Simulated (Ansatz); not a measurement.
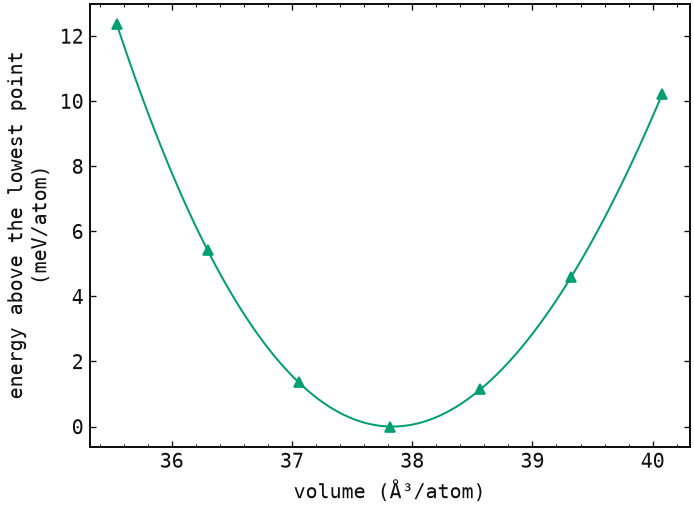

Plotted: energy above the lowest point against volume for La, space group Im-3m (No. 229) (one of a set of cubic test structures, which need not be the stable phase).

Computed with Ansatz 0.2.0 development build: equation of state of a cubic crystal from periodic Kohn-Sham density functional theory without spin, third-order Birch-Murnaghan fit to the free energies; pressure corrected for the finite basis. Level: PBE.

| setting | value |
| --- | --- |
| structure type | bcc |
| atoms in cell | 1 |
| space group number | 229 |
| lattice centring | body-centred primitive |
| k mesh | 18×18×18 |
| occupation method | Fermi–Dirac |
| occupation width | 0.06123 eV |
| wave cutoff | 700 eV |
| datasets | hard PAW |
| density tolerance | 1e−09 eV |
| bands | 15 |
| density cutoff ratio | 4 |
| search for lower states | default |

What equilibrium volume and bulk modulus follow from the curve?

Answer. A third-order Birch–Murnaghan fit gives V0 = 37.83 Å³/atom, B0 = 26.4 GPa.

Note: cubic model structure, not the ambient form; modest k-mesh, values are not fully converged in k.
